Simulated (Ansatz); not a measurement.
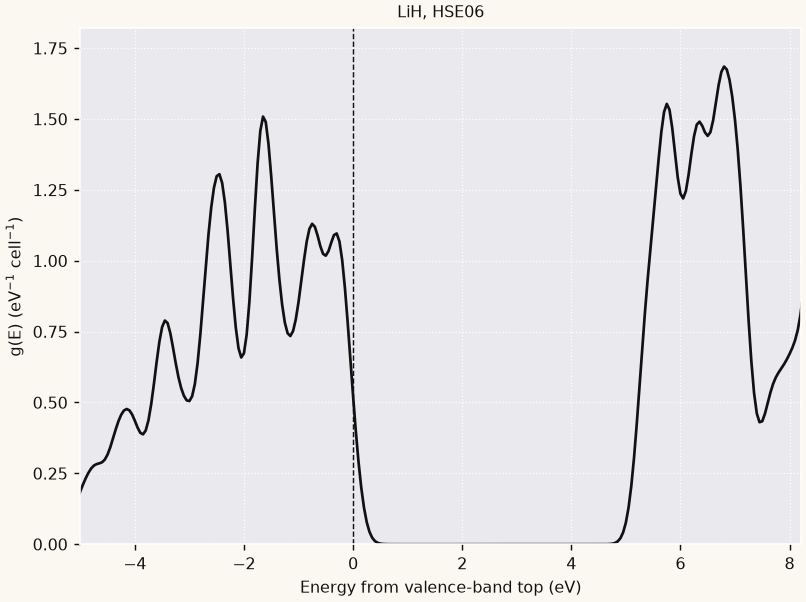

Density of states. Energies are counted from the top of the valence band. The curve is built from the levels of the k mesh with Gaussians 0.4 eV wide, which also blur the band edges.

Calculation on LiH, space group P6_3/mmc (No. 194), 4 atoms in the cell, NiAs type, hydrostatic strain +5.3%.

Method: DFT, HSE06, plane waves, PAW, no spin polarisation, 9×9×4 k mesh, 420 eV cutoff (Ansatz).

Q: Metal or insulator, going by the density of states?

A: There is a gap; over the k points computed it is 5.21 eV (indirect; the smallest direct gap is 5.71 eV).
